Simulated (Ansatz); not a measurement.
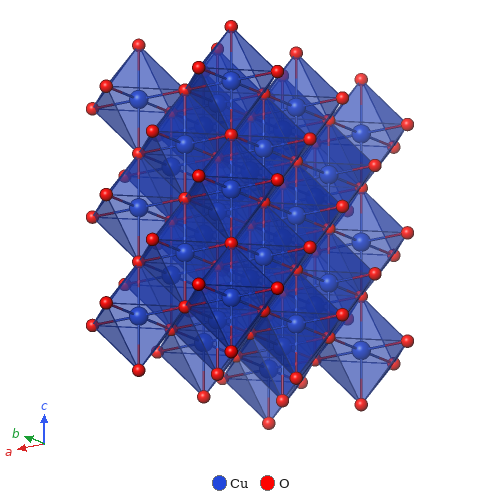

Polyhedra are drawn about Cu (bonds: Cu–O below 2.4 Å); other atoms are plain spheres.

System CuO (space group Fm-3m, No. 225); source of the atomic positions: the end point of a relaxation with DFT PBE, scalar-relativistic, plane waves, PAW in Ansatz.

What figure surrounds each Cu atom, and what does it share with the other drawn polyhedra?

Cu: CuO6 octahedron, sharing corners with six neighbours and edges with twelve neighbours.

What is the connectivity of the polyhedra: isolated, groups, chains, layers or framework?

They form a three-dimensional framework of corner- and edge-sharing octahedra.

How far apart are the centres of linked polyhedra?

Centre to centre across a shared corner: 4.24 Å; across a shared edge: 3.00 Å.
